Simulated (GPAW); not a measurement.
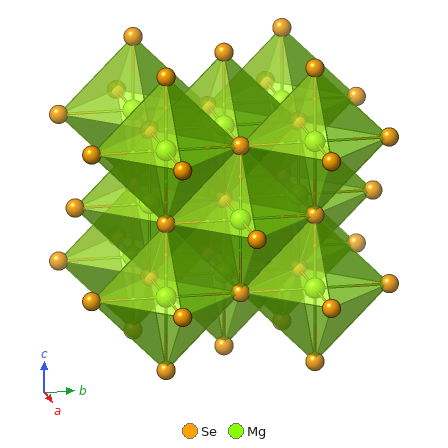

System: MgSe, space group Fm-3m (No. 225). The picture shows the conventional cell.

The given structure:
```xyz
2
Lattice="0.0000 2.7255 2.7255 2.7255 0.0000 2.7255 2.7255 2.7255 0.0000" Properties=species:S:1:pos:R:3 pbc="T T T"
Se    2.7255    2.7255    2.7255
Mg    0.0000    0.0000    0.0000
```

How it was computed, with GPAW 26.7.0: PAW DFT in plane waves, on a grid or in atomic orbitals, no spin polarisation; energies at scaled volumes of the given cell, shape and fractions fixed, counted from the fit's minimum, third-order Birch-Murnaghan fit. Level: PBEsol.

```tsv
setting	value
k mesh	8×8×8
occupations	Fermi–Dirac
smearing width	0.05 eV
potentials	PAW data sets made by gpaw setup for the functional
wave cutoff	800 eV
program settings	basis pw
```

Describe the result: the energy and pressure against volume. The volume takes the values 19.03, 19.44, 19.84, 20.25, 20.65, 21.06, 21.46 Å³/atom.

A third-order Birch–Murnaghan fit gives V0 = 20.25 Å³/atom, B0 = 65.1 GPa and B′ = 4.1. The energy is 16.53 meV/atom at volume 19.03 Å³/atom and 13.35 meV/atom at 21.46 Å³/atom; the lowest computed point is at volume 20.25 Å³/atom (0.00 meV/atom). The pressure falls from 4.58 GPa at volume 19.03 Å³/atom to −3.36 GPa at 21.46 Å³/atom, and changes sign near 20.25 Å³/atom.

```json
{"volume (Å³/atom)": "19.03", "energy (meV/atom)": "16.53", "pressure (GPa)": "4.58"}
{"volume (Å³/atom)": "19.44", "energy (meV/atom)": "7.10", "pressure (GPa)": "2.89"}
{"volume (Å³/atom)": "19.84", "energy (meV/atom)": "1.72", "pressure (GPa)": "1.37"}
{"volume (Å³/atom)": "20.25", "energy (meV/atom)": "0.00", "pressure (GPa)": "0.00"}
{"volume (Å³/atom)": "20.65", "energy (meV/atom)": "1.57", "pressure (GPa)": "-1.24"}
{"volume (Å³/atom)": "21.06", "energy (meV/atom)": "6.12", "pressure (GPa)": "-2.35"}
{"volume (Å³/atom)": "21.46", "energy (meV/atom)": "13.35", "pressure (GPa)": "-3.36"}
```

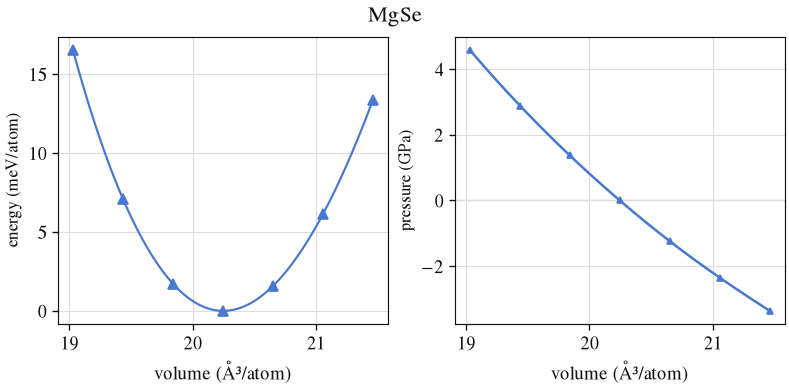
